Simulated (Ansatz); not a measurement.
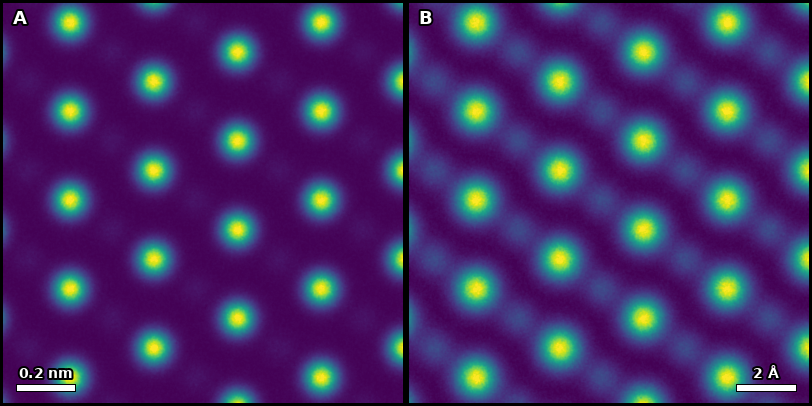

Two simulated images of the same area of SnO (Fm-3m, No. 225) along [110], with a probe of 0.90 Å. One is incoherent Z contrast (Z^1.7 per atom), the other the projected potential of neutral atoms blurred by the probe (iDPC-like, thin sample). Brightness is counted from the darkest point of the image. Shot noise was added. Model: the end point of a relaxation with DFT, r2SCAN, plane waves, PAW (Ansatz); the starting structure was generated, so it need not be a known form of this composition.

**Which panel is which, and how can one tell?**

A is the Z-contrast image and B the potential image. The columns of 1 O per repeat reach about 4 % of the brightest peak (1 Sn) in A but about 21 % in B, mainly since the potential grows much more slowly with atomic number. The O columns show clearly in B alone.
